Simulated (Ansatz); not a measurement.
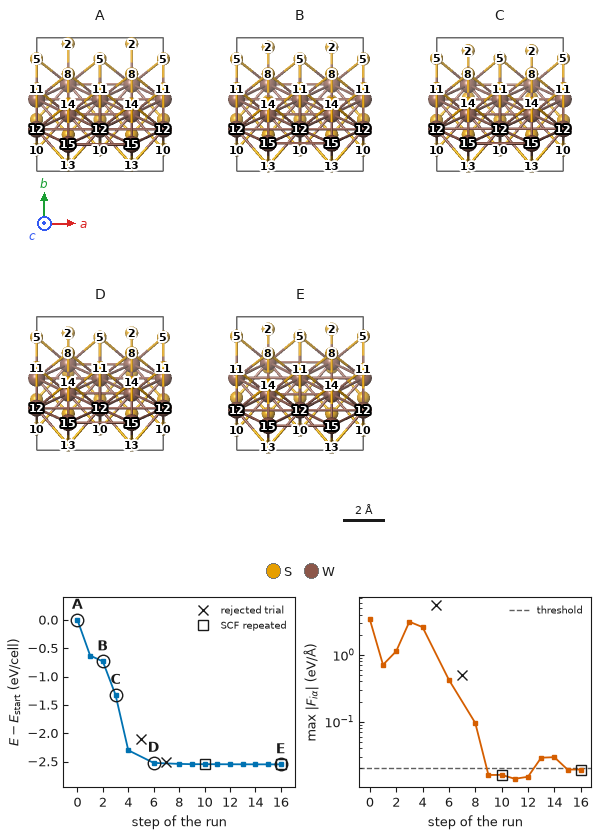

Frames of a relaxation of a slab of composition WS₂ (cut from the R3m phase), marked on the history of the run. Style: ball-and-stick. Shown: the 2 × 1 repeat of the cell, outlined in the plane, without the vacuum (origin shifted), along the c axis.

Case: (0 1 2) slab, atoms relaxed. The slab is the (0 1 2) face of WS2.

The calculation used DFT PBEsol, scalar-relativistic, plane waves, PAW in Ansatz. Set-up: plane-wave cutoff 420 eV; k-point mesh 8 × 4 × 1; occupations gaussian; smearing width 0.05 eV; no spin polarisation; dipole correction; atoms relaxed in a fixed cell; force threshold 0.02 eV/Å; at most 60 steps.

Question: Describe the path.

Answer: The energy falls by 2.550 eV per cell of the calculation in 12 accepted moves (16 points after the start). The largest force component goes from 3.4 to 0.019 eV/Å. The line search rejected the trial steps at points 5, 7 of the run. 2 steps only repeated the SCF at the same geometry. An S atom moves most relative to the layer's centre: 0.80 Å within the plane. By element the largest moves are S 0.80 Å, W 0.25 Å. The cell stays as it was. Among the contacts that change: S–S 3.133 → 1.998 Å, W–W 3.148 → 2.974 Å, S–W 2.399 → 2.233 Å, W–W 3.148 → 3.027 Å. New bonds form, among them: S–S (3.13 → 2.00 Å). Among the angles between lasting bonds that change: S–W–S 81.5° → 92.0°, W–W–W 60.0° → 63.9°, W–S–W 82.0° → 78.2°. Cost: 7.2 min on 2 threads of Intel(R) Xeon(R) 6975P-C (Granite Rapids) (shared host), peak memory 1.3 GiB. From step 0 to 2: a W atom moves most (0.23 Å), energy −0.734 eV per cell of the calculation. From step 2 to 3: an S atom moves most (0.20 Å), energy −0.591 eV per cell of the calculation. From step 3 to 6: an S atom moves most (0.25 Å), energy −1.199 eV per cell of the calculation. From step 6 to 16: an S atom moves most (0.25 Å), energy −25.4 meV per cell of the calculation.
